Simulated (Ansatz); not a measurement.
**Two runs on Al16As16H**

System: Al16As16H (defect cell, 33 atoms in the cell, total charge +1).
Method of run 1: DFT PBE, scalar-relativistic, plane waves, PAW, no spin polarisation (Ansatz 0.2.0).

The structure derives from a Materials Project entry. Text and figures count atoms from 1; the logs count them from 0 in places.

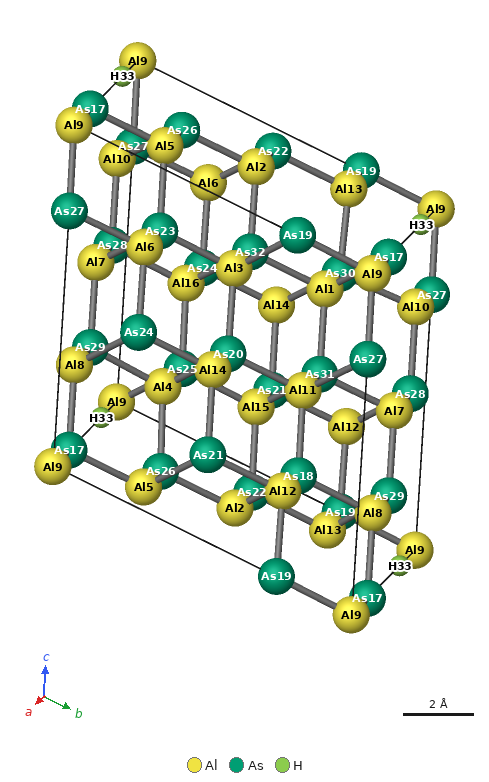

The starting structure (ball-and-stick view of the cell of the calculation, seen slightly off an axis; atoms are numbered from 1 in the order of the input).

### The input, run 1
```yaml
crystal:
  lattice:
    - [5.727912321, 5.727912321, 5.727912321]
    - [-5.727912321, 5.727912321, -5.727912321]
    - [-5.727912321, -5.727912321, 5.727912321]
  atoms:
    - { symbol: Al, position: [0.5024884313, 0.7507540663, 0.7507540663] }
    - { symbol: Al, position: [0.4992459337, 0.501734365, 0.0] }
    - { symbol: Al, position: [0.748265635, 0.498265635, 0.7475115687] }
    - { symbol: Al, position: [0.4912462567, 0.2412462567, 0.2412462567] }
    - { symbol: Al, position: [0.751734365, 0.2492459337, 0.0] }
    - { symbol: Al, position: [0.0007540663, 0.2524884313, 0.7507540663] }
    - { symbol: Al, position: [0.4992459337, 0.0, 0.501734365] }
    - { symbol: Al, position: [0.751734365, 0.0, 0.2492459337] }
    - { symbol: Al, position: [0.0087537433, 0.0, 0.0] }
    - { symbol: Al, position: [0.25, 0.0, 0.7587537433] }
    - { symbol: Al, position: [0.748265635, 0.7475115687, 0.498265635] }
    - { symbol: Al, position: [0.0007540663, 0.7507540663, 0.2524884313] }
    - { symbol: Al, position: [0.25, 0.7587537433, 0.0] }
    - { symbol: Al, position: [-0.0024884313, 0.498265635, 0.498265635] }
    - { symbol: Al, position: [0.25, 0.501734365, 0.2492459337] }
    - { symbol: Al, position: [0.25, 0.2492459337, 0.501734365] }
    - { symbol: As, position: [0.7544658993, 0.0, 0.0] }
    - { symbol: As, position: [0.75, 0.75, 0.25] }
    - { symbol: As, position: [-0.0032352168, 0.7467647832, 0.0] }
    - { symbol: As, position: [0.7455341007, 0.4955341007, 0.4955341007] }
    - { symbol: As, position: [0.0, 0.5, 0.25] }
    - { symbol: As, position: [0.25, 0.5044658993, 0.0] }
    - { symbol: As, position: [0.75, 0.25, 0.75] }
    - { symbol: As, position: [0.0, 0.25, 0.5] }
    - { symbol: As, position: [0.25, 0.2532352168, 0.2532352168] }
    - { symbol: As, position: [0.5032352168, 0.2532352168, 0.0] }
    - { symbol: As, position: [-0.0032352168, 0.0, 0.7467647832] }
    - { symbol: As, position: [0.25, 0.0, 0.5044658993] }
    - { symbol: As, position: [0.5032352168, 0.0, 0.2532352168] }
    - { symbol: As, position: [0.25, 0.7467647832, 0.7467647832] }
    - { symbol: As, position: [0.5, 0.75, 0.5] }
    - { symbol: As, position: [0.5, 0.5, 0.75] }
    - { symbol: H, position: [0.25, 0.0, 0.0] }
  host:
    lattice:
      - [0.0, 2.8639561605, 2.8639561605]
      - [2.8639561605, 0.0, 2.8639561605]
      - [2.8639561605, 2.8639561605, 0.0]
    atoms:
      - { symbol: Al, position: [0.0, 0.0, 0.0] }
      - { symbol: As, position: [0.75, 0.75, 0.75] }
total_charge: 1
basis:
  ecutwfc: 420
  xc_grid: 2
kpoints:
  mp_grid: { grid: [2, 2, 2], shift: [0.0, 0.0, 0.0] }
hamiltonian:
  xc: pbe
scf:
  occupations: { method: gaussian, width: 0.01 }
output:
  forces: true
  stress: false
  eigenvalues: true
  charged_corrections:
    defect_position: [0.25, 0.0, 0.0]
    epsilon: [[11.5641, 0.0, 0.0], [0.0, 11.5641, 0.0], [0.0, 0.0, 11.5641]]
  write_density: true
  write_potential: true
  elf: true
  volumetric_format: npy
relax:
  adjacent_minimum: "off"
  f_tol: 0.025
  max_steps: 45
```

Command:
```bash
ansatz run input.yaml --threads 4 --pin off --max-ram 8192MiB --backend cpu --events-out ev --progress --plain --runs-dir out
```

Hardware: 4 threads of Intel Xeon @ 2.50GHz (Skylake/Cascade Lake), 128 GiB of memory available, shared host.

### Output, shortened to warnings, some set-up lines, iterations and results (run 1)
```
Basis set: ecut = 420 eV, 14771 PW (Γ), exchange–correlation on 144×144×144 points (8 copies of the dense FFT grid, shifted against one another)
Symmetry: 24 space group operations
k-points: 3 of 8
Initial density: superposition of atomic densities (neutral atoms scaled as one to the charged cell's electrons: chi_scale 0, normalization atom), corrected by the library's trained network
[...]
SCF iter   1: F=—  HF=-86334.100521 eV  |F-HF|=—  |Δ(HF+E_count)|=         —  Δρ=1.27e-2  dr2=2.64e0  ethr=1.77e-3  ⟨swp⟩=6.0  Hψ=2002  notcnv=0  defer=19
SCF iter   2: F=—  HF=-86333.777010 eV  |F-HF|=—  |Δ(HF+E_count)|=   3.24e-1  Δρ=1.06e-2  dr2=1.76e0  ethr=9.15e-4  ⟨swp⟩=2.7  Hψ=776  notcnv=0  defer=81
SCF iter   3: F=—  HF=-86333.645098 eV  |F-HF|=—  |Δ(HF+E_count)|=   1.32e-1  Δρ=4.03e-3  dr2=1.92e-1  ethr=6.12e-4  ⟨swp⟩=2.3  Hψ=580  notcnv=0  defer=81
SCF iter   4: F=—  HF=-86333.602034 eV  |F-HF|=—  |Δ(HF+E_count)|=   4.31e-2  Δρ=5.19e-3  dr2=4.05e-1  ethr=6.67e-5  ⟨swp⟩=3.0  Hψ=786  notcnv=0  defer=76
SCF iter   5: F=—  HF=-86333.594874 eV  |F-HF|=—  |Δ(HF+E_count)|=   7.16e-3  Δρ=1.23e-3  dr2=2.52e-2  ethr=6.67e-5  ⟨swp⟩=1.3  Hψ=456  notcnv=0  defer=76
[... 103 lines ...]
SCF iter   6: F=—  HF=-86333.660549 eV  |F-HF|=—  |Δ(HF+E_count)|=   4.95e-5  Δρ=1.11e-5  dr2=2.27e-6  ethr=8.95e-9  ⟨swp⟩=2.0  Hψ=642  notcnv=0  defer=80
SCF iter   7: F=—  HF=-86333.660551 eV  |F-HF|=—  |Δ(HF+E_count)|=   1.69e-6  Δρ=3.58e-6  dr2=1.45e-7  ethr=7.88e-10  ⟨swp⟩=2.0  Hψ=883  notcnv=0  defer=80
SCF iter   8: F=-86333.660551 eV  HF=-86333.660551 eV  |F-HF|=2.04e-10  |Δ(HF+E_count)|=   4.89e-8  Δρ=1.72e-6  dr2=3.03e-8  ethr=3.47e-11  ⟨swp⟩=16.7  Hψ=3968  notcnv=0
SCF 10 converged in 8 iterations: F = -86333.660551 eV  dr2 = 3.03e-8
relax step  10: F+E_penalty+E_count = -86333.66055091 eV  Δ(F+E_penalty+E_count) = -7.343e-3 eV  max|allowed force component| = 5.716e-3 eV/Å  Δτ_max = 0.0231 Å  (8 SCF …
SCF converged after 8 iterations
Free energy (F): -86333.660551 eV
Harris-Foulkes:  -86333.660551 eV  (|F-HF|=2.04e-10)
Internal energy: -86333.657901 eV  (E = F + TS)
E sigma→0 (E₀):  -86333.659226 eV
Entropy (-TS):   -0.002650 eV (-0.080 meV/atom)
Fermi energy:    5.890664 eV
--- Per-component energies (eV) ---
  E_band       = -4381.264249
  E_kinetic    = 2011.385198
  E_local      = -34169.695717  (includes V_loc(G=0)·N_el)
  E_nonlocal   = -10561.136878
  E_hartree    = 18209.603265
  E_xc         = -1896.434662
  E_vxc        = -1722.899330  (∫ρ·V_xc dr)
  E_paw        = -36847.621601  (= ΣΔE_a)
  E_vpaw       = 3641.866290  (= ΣTr[D̂ρ^β])
  E_aug_tail   = -0.001054  (compensation charges beyond the density's cutoff)
  E_ewald      = -23079.756452
  E_smearing   = -0.002650  (= −TS)
  E_closure    = 0.000000  (closes the sum)
  E_deformation_potential = 12.531534  (in the stress; not in F)
  Σ components = -86333.660551   (vs F -86333.660551, Δ=0.00e0)
--- Forces (eV/Å), atoms counted from 1 ---
  atom   1  Al     0.00498344    -0.00244500    -0.00244500
  atom   2  Al     0.00244500     0.00498344     0.00244500
  atom   3  Al    -0.00244500    -0.00498344     0.00244500
  atom   4  Al    -0.00571586     0.00571586     0.00571586
  atom   5  Al    -0.00244500     0.00498344    -0.00244500
  atom   6  Al     0.00244500    -0.00244500    -0.00498344
  atom   7  Al     0.00244500     0.00244500     0.00498344
  atom   8  Al    -0.00244500    -0.00244500     0.00498344
  atom   9  Al    -0.00571586    -0.00571586    -0.00571586
  atom  10  Al     0.00571586     0.00571586    -0.00571586
  atom  11  Al    -0.00244500     0.00244500    -0.00498344
  atom  12  Al     0.00244500    -0.00498344    -0.00244500
  atom  13  Al     0.00571586    -0.00571586     0.00571586
  atom  14  Al     0.00498344     0.00244500     0.00244500
  atom  15  Al    -0.00498344    -0.00244500     0.00244500
  atom  16  Al    -0.00498344     0.00244500    -0.00244500
  atom  17  As    -0.00482757    -0.00482757    -0.00482757
  atom  18  As    -0.00000000    -0.00000000    -0.00000000
  atom  19  As     0.00000000     0.00275772    -0.00000000
  atom  20  As    -0.00482757     0.00482757     0.00482757
  atom  21  As    -0.00000000    -0.00000000    -0.00000000
  atom  22  As     0.00482757    -0.00482757     0.00482757
  atom  23  As     0.00000000    -0.00000000    -0.00000000
  atom  24  As    -0.00000000    -0.00000000    -0.00000000
  atom  25  As     0.00275772    -0.00000000     0.00000000
  atom  26  As     0.00000000    -0.00275772    -0.00000000
  atom  27  As     0.00000000    -0.00000000     0.00275772
  atom  28  As     0.00482757     0.00482757    -0.00482757
[...]
```

Run 2 used a changed input.

### The two runs side by side

| quantity | run 1 | run 2 |
| --- | --- | --- |
| outcome | converged | converged |
| free energy per atom (eV) | −2616.1715 | −2615.8111 |
| gap on the mesh (eV) | 0.00 | 1.50 |
| largest force (eV/Å) | 0.010 | 0.005 |
| SCF iterations | 93 | 21 |
| irreducible k-points | 3 | 3 |
| wall time (shared host) | 2.4 min | 54 s |

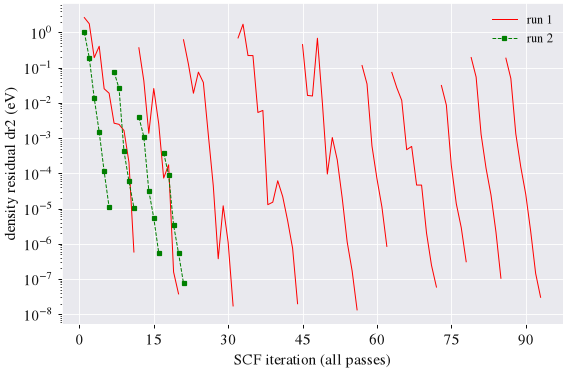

Convergence of the two runs: density residual dr2 against the SCF iteration. A break in a curve parts two SCF passes. Run 1 takes 93 iterations in all, and run 2 takes 21.

What was changed in the input?

The change (lines with − go, lines with + come):
```diff
-total_charge: 1
+total_charge: -1
```

The total energies belong to different systems, so their difference says nothing on which is more stable or more accurate. A gap of 1.50 eV opens on the mesh, where run 1 has none. A charged cell is computed with a uniform neutralising background, so its energy and pressure depend on the cell and aren't those of a real crystal. The SCF takes 21 iterations over all geometry steps against 93. On the same kind of shared host run 2 took about 0.37 times as long.

### Output, shortened to warnings, some set-up lines, iterations and results (run 2)
```
Basis set: ecut = 420 eV, 14771 PW (Γ), exchange–correlation on 144×144×144 points (8 copies of the dense FFT grid, shifted against one another)
Symmetry: 24 space group operations
k-points: 3 of 8
Initial density: superposition of atomic densities (neutral atoms scaled as one to the charged cell's electrons: chi_scale 0, normalization atom), corrected by the library's trained network
[...]
SCF iter   1: F=—  HF=-86321.950673 eV  |F-HF|=—  |Δ(HF+E_count)|=         —  Δρ=8.73e-3  dr2=1.01e0  ethr=1.77e-3  ⟨swp⟩=6.7  Hψ=2006  notcnv=0  defer=23
SCF iter   2: F=—  HF=-86321.604798 eV  |F-HF|=—  |Δ(HF+E_count)|=   3.46e-1  Δρ=4.10e-3  dr2=1.90e-1  ethr=3.49e-4  ⟨swp⟩=2.7  Hψ=766  notcnv=0  defer=79
SCF iter   3: F=—  HF=-86321.514215 eV  |F-HF|=—  |Δ(HF+E_count)|=   9.06e-2  Δρ=1.36e-3  dr2=1.36e-2  ethr=6.54e-5  ⟨swp⟩=3.3  Hψ=1009  notcnv=0  defer=79
SCF iter   4: F=—  HF=-86321.508630 eV  |F-HF|=—  |Δ(HF+E_count)|=   5.58e-3  Δρ=4.49e-4  dr2=1.50e-3  ethr=4.70e-6  ⟨swp⟩=2.3  Hψ=961  notcnv=0  defer=79
SCF iter   5: F=—  HF=-86321.509027 eV  |F-HF|=—  |Δ(HF+E_count)|=   3.97e-4  Δρ=8.93e-5  dr2=1.13e-4  ethr=5.18e-7  ⟨swp⟩=2.0  Hψ=666  notcnv=0  defer=79
[... 19 lines ...]
SCF iter   3: F=—  HF=-86321.767728 eV  |F-HF|=—  |Δ(HF+E_count)|=   1.20e-4  Δρ=2.09e-5  dr2=3.40e-6  ethr=3.11e-8  ⟨swp⟩=2.0  Hψ=622  notcnv=0  defer=80
SCF iter   4: F=—  HF=-86321.767728 eV  |F-HF|=—  |Δ(HF+E_count)|=   9.44e-8  Δρ=6.70e-6  dr2=5.41e-7  ethr=1.17e-9  ⟨swp⟩=2.0  Hψ=889  notcnv=0  defer=80
SCF iter   5: F=-86321.767729 eV  HF=-86321.767728 eV  |F-HF|=4.21e-8  |Δ(HF+E_count)|=   1.28e-8  Δρ=2.50e-6  dr2=7.59e-8  ethr=3.45e-11  ⟨swp⟩=14.0  Hψ=3772  notcnv=0
SCF 4 converged in 5 iterations: F = -86321.767729 eV  dr2 = 7.59e-8
relax step   4: F+E_penalty+E_count = -86321.76772850 eV  Δ(F+E_penalty+E_count) = -1.608e-3 eV  max|allowed force component| = 3.702e-3 eV/Å  Δτ_max = 0.0041 Å  (5 SCF …
SCF converged after 5 iterations
Free energy (F): -86321.767729 eV
Harris-Foulkes:  -86321.767728 eV  (|F-HF|=4.21e-8)
Internal energy: -86321.767729 eV  (E = F + TS)
E sigma→0 (E₀):  -86321.767729 eV
Fermi energy:    6.775940 eV
--- Per-component energies (eV) ---
  E_band       = -4347.095352
  E_kinetic    = 2037.646313
  E_local      = -34191.239426  (includes V_loc(G=0)·N_el)
  E_nonlocal   = -10559.932629
  E_hartree    = 18236.567847
  E_xc         = -1916.710651
  E_vxc        = -1749.378366  (∫ρ·V_xc dr)
  E_paw        = -36847.934102  (= ΣΔE_a)
  E_vpaw       = 3642.672404  (= ΣTr[D̂ρ^β])
  E_aug_tail   = -0.001042  (compensation charges beyond the density's cutoff)
  E_ewald      = -23080.164039
  E_smearing   = -0.000000  (= −TS)
  E_closure    = -0.000000  (closes the sum)
  E_deformation_potential = -12.531534  (in the stress; not in F)
  Σ components = -86321.767729   (vs F -86321.767729, Δ=0.00e0)
--- Forces (eV/Å), atoms counted from 1 ---
  atom   1  Al     0.00370217    -0.00194295    -0.00194295
  atom   2  Al     0.00194295     0.00370217     0.00194295
  atom   3  Al    -0.00194295    -0.00370217     0.00194295
  atom   4  Al     0.00185287    -0.00185287    -0.00185287
  atom   5  Al    -0.00194295     0.00370217    -0.00194295
  atom   6  Al     0.00194295    -0.00194295    -0.00370217
  atom   7  Al     0.00194295     0.00194295     0.00370217
  atom   8  Al    -0.00194295    -0.00194295     0.00370217
  atom   9  Al     0.00185287     0.00185287     0.00185287
  atom  10  Al    -0.00185287    -0.00185287     0.00185287
  atom  11  Al    -0.00194295     0.00194295    -0.00370217
  atom  12  Al     0.00194295    -0.00370217    -0.00194295
  atom  13  Al    -0.00185287     0.00185287    -0.00185287
  atom  14  Al     0.00370217     0.00194295     0.00194295
  atom  15  Al    -0.00370217    -0.00194295     0.00194295
  atom  16  Al    -0.00370217     0.00194295    -0.00194295
  atom  17  As    -0.00070955    -0.00070955    -0.00070955
  atom  18  As     0.00000000    -0.00000000     0.00000000
  atom  19  As    -0.00000000    -0.00168107    -0.00000000
  atom  20  As    -0.00070955     0.00070955     0.00070955
  atom  21  As     0.00000000    -0.00000000     0.00000000
  atom  22  As     0.00070955    -0.00070955     0.00070955
  atom  23  As     0.00000000    -0.00000000     0.00000000
  atom  24  As    -0.00000000    -0.00000000    -0.00000000
  atom  25  As    -0.00168107     0.00000000     0.00000000
  atom  26  As    -0.00000000     0.00168107    -0.00000000
  atom  27  As     0.00000000    -0.00000000    -0.00168107
  atom  28  As     0.00070955     0.00070955    -0.00070955
  atom  29  As     0.00000000    -0.00000000     0.00168107
[...]
```
